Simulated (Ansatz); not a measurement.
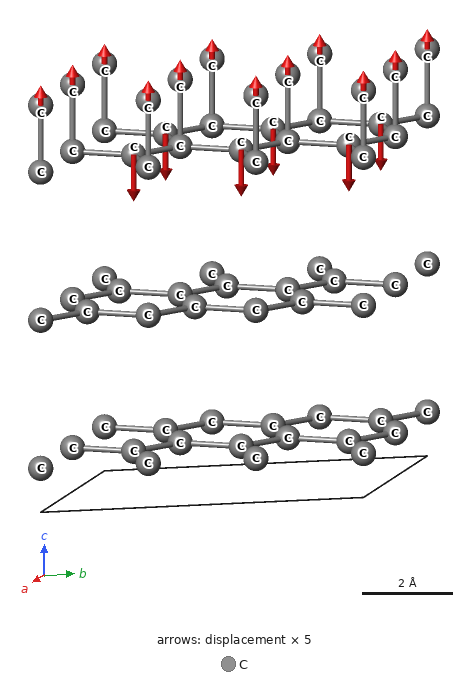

A constrained relaxation of a slab of composition C (cut from the P6_3/mmc phase). The starting structure is drawn; red arrows show the displacements, magnified 5 times.

The picture is a ball-and-stick view of the 2 × 3 repeat of the cell, outlined in the plane, without the vacuum, seen slightly off an axis.

Case: C put at a top C site. The slab is the (0 0 1) face of C with C on it. 2 atoms are held fixed.

Level of theory: DFT PBE+D3(BJ), scalar-relativistic, plane waves, PAW (Ansatz 0.2.0).

Input file:
```yaml
crystal:
  lattice:
    - [2.4649796692, 0.0, 0.0]
    - [-1.2324898346, 2.1347350134, 0.0]
    - [0.0, 0.0, 25.7384334293]
  atoms:
    - { symbol: C, position: [0.0, 0.0, 0.3302454386] }
    - { symbol: C, position: [0.3333333333, 0.6666666667, 0.3302454294] }
    - { symbol: C, position: [0.0, 0.0, 0.4611476012] }
    - { symbol: C, position: [0.6666666667, 0.3333333333, 0.4611475919] }
    - { symbol: C, position: [0.0, 0.0, 0.5920497637] }
    - { symbol: C, position: [0.3333333333, 0.6666666667, 0.5920497545] }
    - { symbol: C, position: [0.0, 0.0, 0.651105417] }
basis:
  ecutwfc: 420
kpoints:
  mp_grid: { grid: [12, 12, 1] }
hamiltonian:
  xc: pbe
  dispersion: d3bj
scf:
  occupations: { method: gaussian, width: 0.1 }
output:
  forces: true
  eigenvalues: true
  write_density: true
  write_potential: true
  elf: true
  volumetric_format: npy
relax:
  adjacent_minimum: "off"
  f_tol: 0.03
  max_steps: 70
  constraints: [{ sites: [0, 1] }]
efield:
  axis: 3
  dipole_correction: true
  ramp_width: 0.04
```

Command:
```bash
ansatz run input.yaml --threads 1 --pin off --max-ram 2560MiB --backend cpu --events-out ev --progress --plain --runs-dir out
```

Q: What did the optimiser do to the structure, and how much energy did it gain?

A: The atom that moves furthest is C6 (0.21 Å along the normal (−c)). The cell doesn't change. Among the contacts that change: C5–C7 1.520 → 1.611 Å, C5–C6 1.423 → 1.439 Å. Among the angles between lasting bonds that change: C6–C5–C7 90.0° → 98.5°, C6–C5–C6 120.0° → 117.9°. Over 5 accepted moves (8 points after the start) the energy falls by 0.406 eV per cell of the calculation. Largest force component: 3 eV/Å at the start, 0.0017 eV/Å at the end. The line search rejected the trial steps at points 5, 7 of the run. 1 step only repeated the SCF at the same geometry.

Limits of the set-up: the periodic images lie only 2.5 Å apart, so the values are limited by the cell's size.
